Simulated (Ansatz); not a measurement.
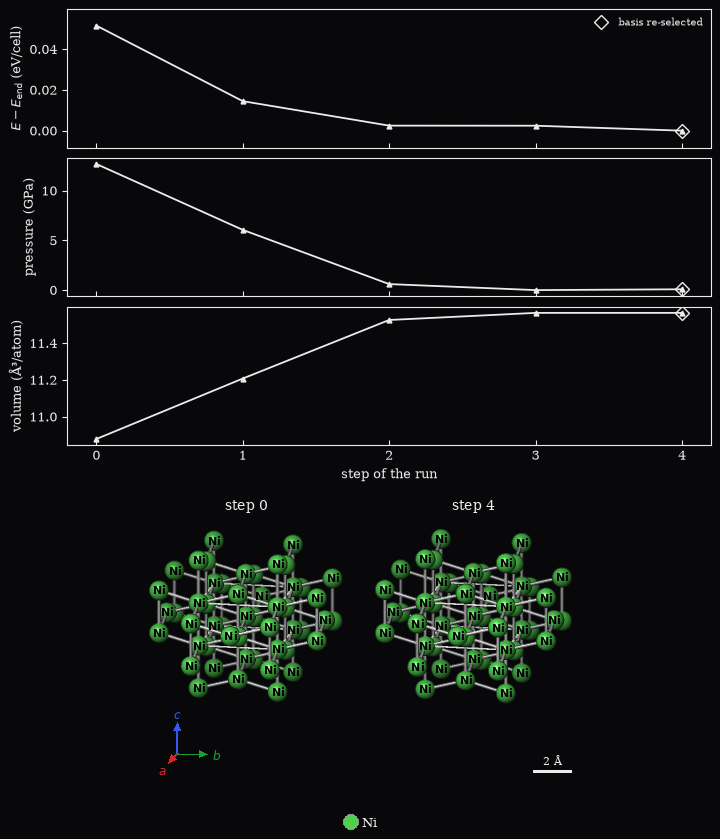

First and last geometry of a relaxation of solid Ni (built on the beta-tin_141 type) (coarse preliminary run), with the history of the run. Style: ball-and-stick. Shown: the conventional cell (2 times the calculation's cell), slightly off an axis. Lengths and directions refer to the drawn axes.

Case: beta-tin type (I4_1/amd, No. 141).

The calculation used DFT r2SCAN, scalar-relativistic, plane waves, PAW (Ansatz 0.2.0). Set-up: plane-wave cutoff 500 eV; k-point mesh 8 × 8 × 8; occupations gaussian; smearing width 0.1 eV; collinear spin; cell and atoms relaxed; force threshold 0.04 eV/Å; at most 70 steps.

Did the run converge, and what did it change?

Answer. It converged. Over 3 accepted moves (4 points after the start) the energy falls by 51.6 meV per cell of the calculation. All forces vanish by symmetry, so only the cell relaxes. The pressure goes from 12.69 to 0.08 GPa. The SCF was repeated once at an unchanged geometry on a basis and grid sized afresh for the cell, which shifted the energy by 2.4 meV per cell of the calculation at most. The atoms keep their places relative to the cell (all moves are under 0.005 Å). Cell: a = b 4.305 → 4.394 Å (+2.1 %), c 2.348 → 2.396 Å (+2.0 %). Volume +6.3 %. Among the contacts that change: Ni–Ni 2.348 → 2.396 Å, Ni–Ni 2.231 → 2.277 Å. The space group stays I4_1/amd (No. 141). The run took of the order of 80 core-seconds on a shared host.
